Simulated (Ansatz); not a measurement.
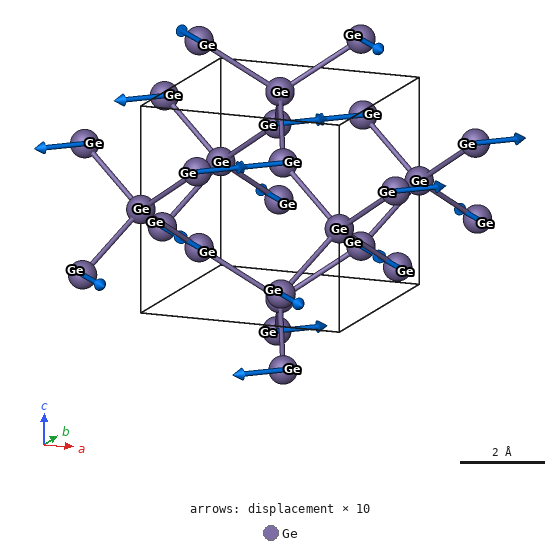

A relaxation of a crystal of Ge (a generated structure, set up in P-4n2) (coarse preliminary run). The starting structure is drawn; blue arrows show the displacements (the part carried along by the change of the cell is left out), magnified 10 times.

A ball-and-stick model of the cell of the calculation, seen slightly off an axis.

All numbers below come from Ansatz, DFT PBE, scalar-relativistic, plane waves, PAW.

The input:
```yaml
crystal:
  lattice:
    - [5.11964464, 0.0, 0.0]
    - [0.0, 5.11964464, 0.0]
    - [0.0, 0.0, 5.10452453]
  atoms:
    - { symbol: Ge, position: [0.15488861, 0.34511139, 0.25] }
    - { symbol: Ge, position: [0.84511139, 0.65488861, 0.25] }
    - { symbol: Ge, position: [0.34511139, 0.84511139, 0.75] }
    - { symbol: Ge, position: [0.65488861, 0.15488861, 0.75] }
    - { symbol: Ge, position: [0.5, 0.5, 0.0] }
    - { symbol: Ge, position: [0.0, 0.0, 0.5] }
basis:
  ecutwfc: 420
kpoints:
  mp_grid: { grid: [4, 4, 4] }
hamiltonian:
  xc: pbe
scf:
  occupations: { method: gaussian, width: 0.1 }
  lower_state_search: "off"
output:
  forces: true
  stress: true
  eigenvalues: true
relax:
  adjacent_minimum: "off"
  f_tol: 0.04
  max_steps: 70
  cell: { stress_tol: 0.4 }
```

Launched with:
```bash
ansatz run input.yaml --threads 1 --pin off --max-ram 2560MiB --backend cpu --events-out ev --progress --plain --runs-dir out
```

Q: Describe the change and its energy.

A: The largest moves relative to the cell, 0.13 Å, are those of Ge1, Ge2, Ge3 and Ge4. Ge4 goes along [−1 −1 0]. The volume changes by −6.1 %, with a = b 5.120 → 6.425 Å (+25.5 %), c 5.105 → 3.043 Å (−40.4 %). Among the contacts that change: Ge1–Ge2 2.243 → 2.549 Å, Ge1–Ge5 2.319 → 2.595 Å. Among the angles between lasting bonds that change: Ge1–Ge6–Ge2 113.2° → 145.9°, Ge1–Ge6–Ge3 107.6° → 94.9°, Ge5–Ge3–Ge6 145.5° → 134.8°. The space group stays P-4n2 (No. 118). The energy falls by 469 meV per atom in 13 accepted moves (15 points after the start). Largest force component: 1 eV/Å at the start, 0.0012 eV/Å at the end. Pressure: 15.11 GPa at the start and −0.03 GPa at the end. At 2 points the geometry stayed and the basis and grid were re-selected for the new cell (energy shift of 50.8 meV per atom at most each time).
